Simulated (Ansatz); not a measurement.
In$_{16}$P$_{15}$ (cell with a defect)

```cif
data_structure
_symmetry_space_group_name_H-M 'P 1'
_symmetry_Int_Tables_number 1
_cell_length_a 10.3227
_cell_length_b 10.3227
_cell_length_c 10.3227
_cell_angle_alpha 109.471
_cell_angle_beta 109.471
_cell_angle_gamma 109.471
_cell_volume 846.74
loop_
_atom_site_label
_atom_site_type_symbol
_atom_site_fract_x
_atom_site_fract_y
_atom_site_fract_z
_atom_site_occupancy
In1 In 0.48012 0.50000 0.00000 1
In2 In 0.49837 0.74837 0.74770 1
In3 In 0.50230 0.00067 0.50067 1
In4 In 0.74933 0.25163 0.00000 1
In5 In 0.49837 0.24770 0.24837 1
In6 In 0.74933 0.50000 0.75163 1
In7 In 0.75067 0.75230 0.50067 1
In8 In 0.00163 0.99933 0.00000 1
In9 In 0.75067 0.00067 0.25230 1
In10 In 0.01988 0.26988 0.76988 1
In11 In 0.00163 0.50000 0.49933 1
In12 In 0.25000 0.73012 0.00000 1
In13 In 0.99770 0.74837 0.24837 1
In14 In 0.25000 0.99933 0.75163 1
In15 In 0.25000 0.25163 0.49933 1
In16 In 0.25000 0.50000 0.23012 1
P1 P 0.25000 0.74752 0.75285 1
P2 P 0.25000 0.00000 0.50000 1
P3 P 0.49752 0.25285 0.00000 1
P4 P 0.25000 0.25285 0.24752 1
P5 P 0.49752 0.50000 0.75285 1
P6 P 0.49715 0.74715 0.49467 1
P7 P 0.75000 0.00000 0.00000 1
P8 P 0.49715 0.99467 0.24715 1
P9 P 0.75533 0.25248 0.75248 1
P10 P 0.75000 0.50000 0.50000 1
P11 P 0.00285 0.74752 0.00000 1
P12 P 0.74467 0.74715 0.24715 1
P13 P 0.00248 0.00533 0.75248 1
P14 P 0.00248 0.25248 0.50533 1
P15 P 0.00285 0.50000 0.24752 1
```

Spin-polarised.

Method: DFT PBE, scalar-relativistic, plane waves, PAW in Ansatz 0.2.0.

The density is the valence pseudo-density of a PAW calculation; it isn't the true density close to the nuclei.

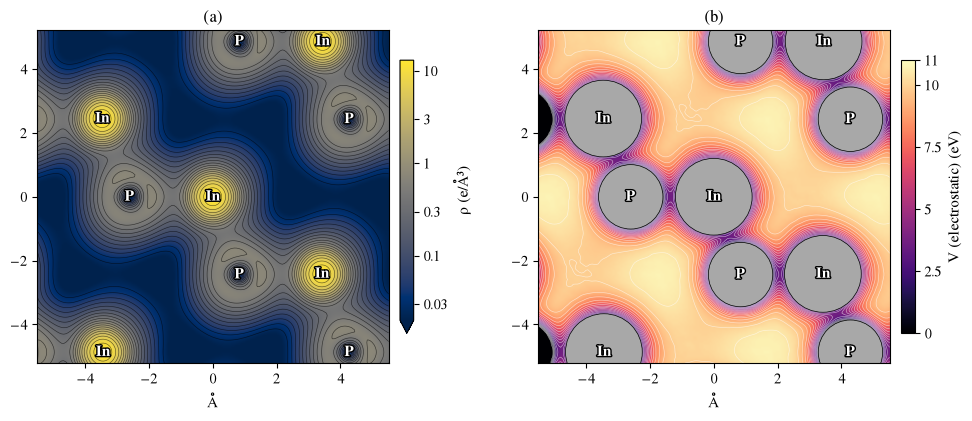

Figure 1. (a) valence pseudo-density; (b) electrostatic potential (local pseudopotential plus Hartree) felt by an electron on the (100) plane of the calculation cell. Grey discs cover the atomic cores in the potential map.

Read the bonding off the picture.

- The plane passes through In and P nuclei.
- In–P (2.60 Å): the density is about 0.41 e/Å³ at the midpoint.
- Between the atoms the lowest density in this plane is 0.01 e/Å³.
- Outside the cores the potential energy rises away from the atoms and is highest about 2.6 Å from the nearest atoms; its zero is arbitrary.

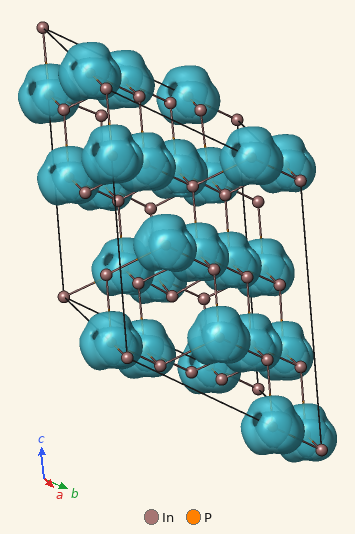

Figure 2. Isosurface of the ELF at 0.75 (cyan), seen slightly off an axis. Core shells and regions of very low density are left out. Sticks mark near contacts.

Identify the bonds, lone pairs and shells in this picture.

At this value the surface marks out 15 regions wrapped around P (the valence shell of each), counted in one cell of 31 atoms. Any copies at cell faces, edges or corners count once. Profiles from the grid: In–P (2.58 Å): the ELF peaks at about 0.90 in the valence shell of P, 0.8 Å from its nucleus, and is about 0.55 at the midpoint.

Does the calculation give a band gap?

It is gapless in this calculation (a metal or semimetal).
